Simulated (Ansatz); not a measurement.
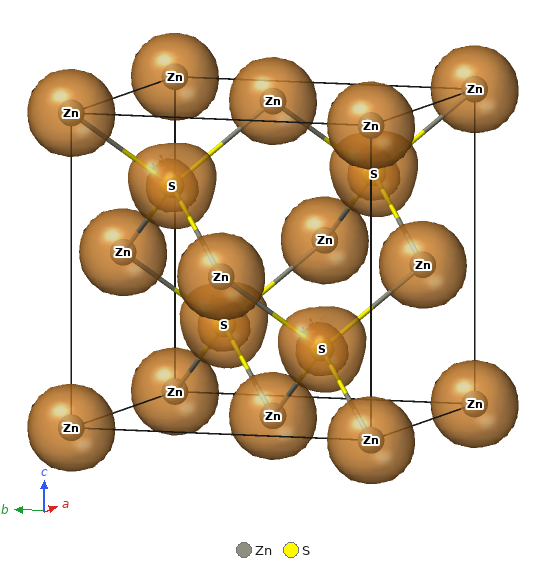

ZnS. Isosurface of the valence pseudo-density at 1 e/Å³ (orange), seen at an oblique angle. Sticks mark near contacts.

Space group F-43m; computed pressure about 6 GPa in this cell.

All numbers below come from Ansatz 0.2.0, DFT PBEsol, scalar-relativistic, plane waves, PAW.

The density is the valence pseudo-density of a PAW calculation; it isn't the true density close to the nuclei.

> What does this surface tell about the bonding?

At this value the density breaks into separate islands; it holds about 55 % of the electrons treated as valence. It bridges none of the near contacts. It is pinched off along the shortest Zn–S (2.27 Å) contacts. On the grid the lowest density along these lines, outside the cores, is 0.54 e/Å³ (Zn–S, 2.27 Å).

> Metal or insulator at this level of theory?

It is gapped, with a Kohn–Sham gap of 2.4 eV on the k-point mesh (the band edges may lie off the mesh, which would make the gap smaller).
